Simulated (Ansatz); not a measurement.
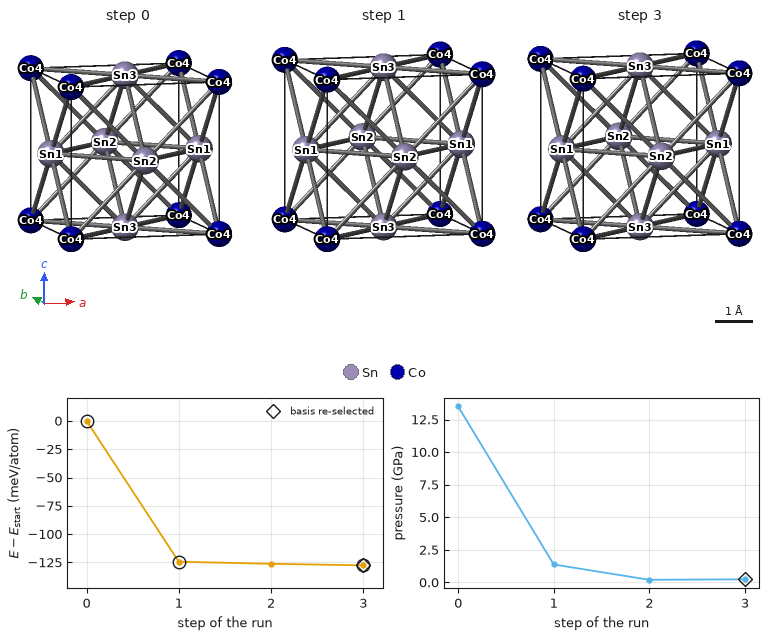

Frames of a relaxation of solid CoSn₃ (built on the Cu3Au (L1 type) (coarse preliminary run), marked on the history of the run. Style: ball-and-stick. Shown: the cell of the calculation, slightly off an axis.

Theory: DFT r2SCAN, scalar-relativistic, plane waves, PAW (Ansatz).

Input file:
```yaml
crystal:
  lattice:
    - [4.255716447, 0.0, 0.0]
    - [0.0, 4.255716447, 0.0]
    - [0.0, 0.0, 4.255716447]
  atoms:
    - { symbol: Sn, position: [0.0, 0.5, 0.5] }
    - { symbol: Sn, position: [0.5, 0.0, 0.5] }
    - { symbol: Sn, position: [0.5, 0.5, 0.0] }
    - { symbol: Co, position: [0.0, 0.0, 0.0], spin: 1.97 }
basis:
  ecutwfc: 500
kpoints:
  mp_grid: { grid: [6, 6, 6] }
hamiltonian:
  xc: r2scan
scf:
  occupations: { method: gaussian, width: 0.1 }
output:
  forces: true
  stress: true
  eigenvalues: true
  populations: true
magnetization:
  spin_polarized: true
relax:
  adjacent_minimum: "off"
  f_tol: 0.05
  max_steps: 80
  cell: { stress_tol: 0.5 }
```

Run as
```bash
ansatz run input.yaml --threads 1 --pin off --max-ram 2560MiB --backend cpu --events-out ev --progress --plain --runs-dir out
```

### Describe the path.

Over 2 accepted moves (3 points after the start) the energy falls by 128 meV per atom. All forces vanish by symmetry, so only the cell relaxes. The pressure goes from 13.51 to 0.24 GPa. The SCF was repeated once at an unchanged geometry on a basis and grid sized afresh for the cell, which shifted the energy by 1.4 meV per atom at most. No atom moves by more than 0.005 Å relative to the cell. Cell: a = b = c 4.256 → 4.489 Å (+5.5 %). Volume +17.4 %. Near-neighbour distances that change, for instance: Sn1–Sn2 3.009 → 3.174 Å, Sn1–Co4 3.009 → 3.174 Å. The space group stays Pm-3m (No. 221). Cost: 120 s on 1 thread of Arm Neoverse V1, with other jobs on the host, peak memory 0.68 GiB. From step 0 to 1: volume +15.3 %, energy −124 meV per atom. From step 1 to 3: volume +1.8 %, energy −3.2 meV per atom.

```
step  E − E(0), meV/atom  pressure, GPa  volume, Å³/atom                      note
   0                0.00          13.51           19.269                          
   1             -124.37           1.38           22.227                          
   2             -126.20           0.20           22.621                          
   3             -127.55           0.24           22.621  same geometry, new basis
```
